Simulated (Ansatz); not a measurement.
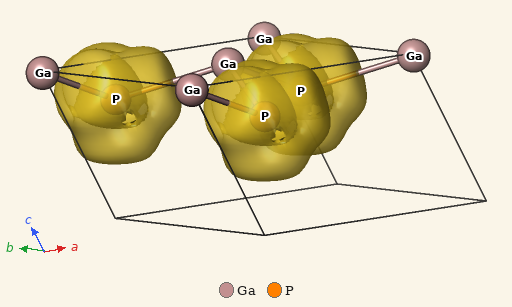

Figure 1: GaP. Isosurface of the ELF at 0.7 (yellow), seen at an oblique angle. Only the valence region is drawn (cores and ρ < 0.01 e/Å³ removed). Sticks mark near contacts.

Space group P1; changed on purpose from its base cell (atoms moved at random by about 0.05 A); not relaxed (largest force 0.6 eV/Å); computed pressure about 3 GPa in this cell.

Theory: Kohn-Sham DFT of a periodic cell, PBE, Ansatz PAW in Ansatz 0.2.0.

In a PAW calculation such maps are meaningful between the atoms, not at the nuclei.

The calculation's input:

```
crystal:
  lattice:
    - [0.0, 2.72525, 2.72525]
    - [2.72525, 0.0, 2.72525]
    - [2.72525, 2.72525, 0.0]
  atoms:
    - { symbol: Ga, position: [-0.001386, -0.015723, 0.017407] }
    - { symbol: P, position: [0.747624, 0.747128, 0.752814] }
hamiltonian:
  xc: pbe
  pseudopotentials: { kind: paw }
kpoints:
  mp_grid: { grid: [8, 8, 8] }
scf:
  occupations: { method: fermi_dirac, width: 0.05 }
output:
  forces: true
  stress: true
  eigenvalues: true
  write_density: true
  write_potential: true
  elf: true
  volumetric_format: npy
```

Command:

```sh
ansatz run input.yaml --threads 1 --pin off --max-ram 2560MiB --backend cpu --events-out ev --progress --plain --runs-dir out
```

Below, planes, directions and counts refer to the standardised cell (a = 6.68 Å, b = 3.85 Å, c = 3.85 Å, α = 90.00°, β = 125.26°, γ = 90.00°).

Describe the localisation domains.

Answer. The ELF exceeds this value in two regions on P in which the atom's valence shell and bonds are merged, counted in one cell of 4 atoms. Regions shared between cells count once. Profiles from the grid: Ga–P (2.31 Å): the ELF peaks at about 0.90 in the valence shell of P, 0.9 Å from its nucleus, and is about 0.75 at the midpoint. Ga–P (2.36 Å): the ELF peaks at about 0.90 in the valence shell of P, 0.9 Å from its nucleus, and is about 0.75 at the midpoint.
